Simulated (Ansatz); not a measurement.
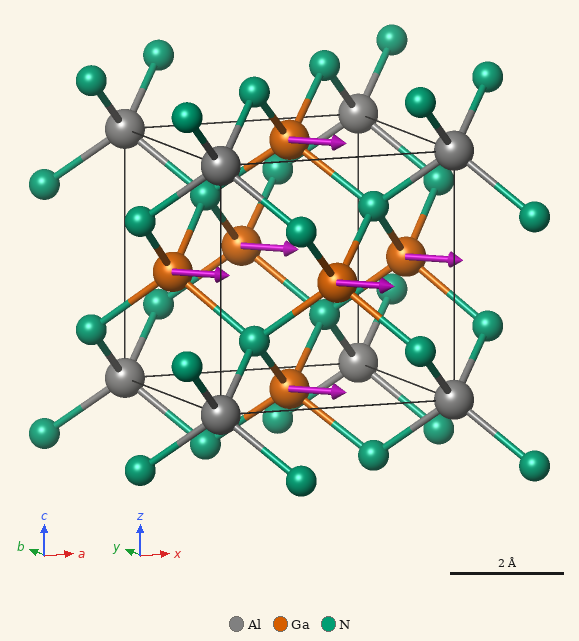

A crystal of AlGa₃N₄ (P-43m): the whole Ga sublattice is shifted rigidly, along Cartesian [1 -1 0], all else fixed. The picture shows the reference cell. The purple arrows give the direction of positive displacement. A ball-and-stick model of the cell of the calculation, seen slightly off an axis.

Computed with Ansatz, DFT r2SCAN, scalar-relativistic, plane waves, PAW. Set-up: plane-wave cutoff 500 eV; k-point mesh 6 × 6 × 6; occupations gaussian; smearing width 0.05 eV; no spin polarisation. Energies (free energies at the smearing named) are counted from the relaxed crystal.

```
CELL_PARAMETERS angstrom
4.46534 0.00000 0.00000
0.00000 4.46534 0.00000
0.00000 0.00000 4.46534
ATOMIC_POSITIONS crystal
Al 0.00000 0.00000 0.00000
Ga 0.50000 0.50000 0.00000
Ga 0.50000 0.00000 0.50000
Ga 0.00000 0.50000 0.50000
N 0.75535 0.75535 0.24465
N 0.75535 0.24465 0.75535
N 0.24465 0.75535 0.75535
N 0.24465 0.24465 0.24465
```

### Give the energy at each point (the displacement: −0.1000, −0.0750, −0.0500, −0.0250, 0.0000, 0.0125, 0.0250, 0.0375, 0.0500, 0.0625, 0.0750, 0.0875, 0.1000 Å).

| displacement (Å) | energy change (meV/cell) |
| --- | --- |
| −0.1000 | 220.9 |
| −0.0750 | 123.8 |
| −0.0500 | 54.9 |
| −0.0250 | 13.7 |
| 0.0000 | 0.0 |
| 0.0125 | 3.4 |
| 0.0250 | 13.7 |
| 0.0375 | 30.9 |
| 0.0500 | 54.9 |
| 0.0625 | 85.9 |
| 0.0750 | 123.8 |
| 0.0875 | 168.8 |
| 0.1000 | 220.9 |

Points that are alike by symmetry were computed once.

The lowest computed point lies at the displacement 0.00 Å (0.0 meV/cell). The curvature at zero is about 44 eV/Å² per cell. The well is symmetric. At the highest point the shortest interatomic distance is 1.87 Å, against 1.89 Å in the reference. The distortion takes the space group from P-43m to Cm.

As a plot (hollow markers are points alike by symmetry):

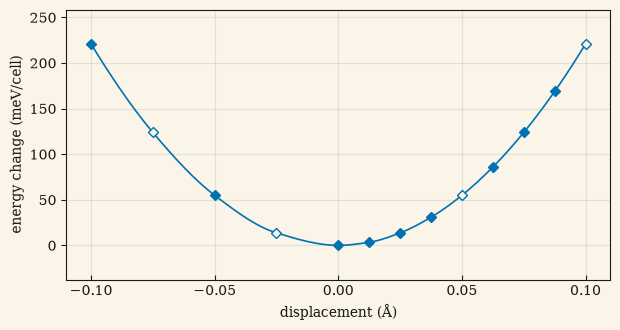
